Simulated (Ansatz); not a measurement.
System: AgBr, space group Fm-3m (No. 225).

Starting cell:
```yaml
crystal:
  lattice:
    - [0.00000, 2.87015, 2.87015]
    - [2.87015, 0.00000, 2.87015]
    - [2.87015, 2.87015, 0.00000]
  atoms:
    - { symbol: Ag, position: [0.00000, 0.00000, 0.00000] }
    - { symbol: Br, position: [0.50000, 0.50000, 0.50000] }
```

Computed with Ansatz 0.2.0: plane-wave DFT, no spin polarisation; energies at scaled volumes of the given cell, shape and fractions fixed, counted from the fit's minimum, third-order Birch-Murnaghan fit. Level: PBE with D3(BJ).

k mesh 8×8×8; occupations Fermi–Dirac; smearing width 0.05 eV; potentials Ansatz PAW; wave cutoff 420 eV; density cutoff 1680 eV.

Predict the energy and pressure against volume. The volume takes the values 22.23, 22.70, 23.17, 23.64, 24.12, 24.59, 25.06 Å³/atom.

A third-order Birch–Murnaghan fit gives V0 = 23.52 Å³/atom, B0 = 47.2 GPa and B′ = 5.3. The energy is 11.93 meV/atom at volume 22.23 Å³/atom and 12.96 meV/atom at 25.06 Å³/atom; the lowest computed point is at volume 23.64 Å³/atom (0.09 meV/atom). The pressure falls from 3.12 GPa at volume 22.23 Å³/atom to −2.53 GPa at 25.06 Å³/atom, and changes sign near 23.53 Å³/atom.

```csv
volume (Å³/atom),energy (meV/atom),pressure (GPa)
22.23,11.93,3.12
22.70,4.62,1.86
23.17,0.81,0.74
23.64,0.09,-0.24
24.12,2.08,-1.10
24.59,6.47,-1.86
25.06,12.96,-2.53
```

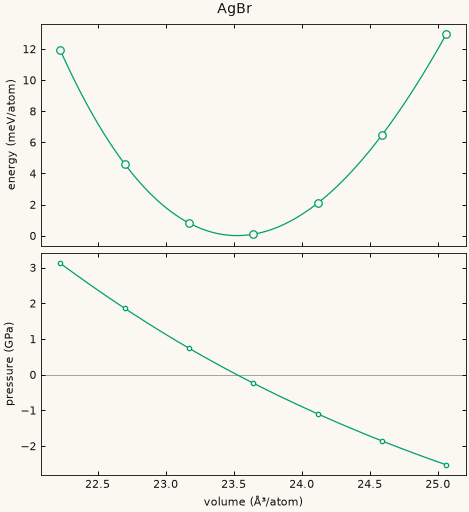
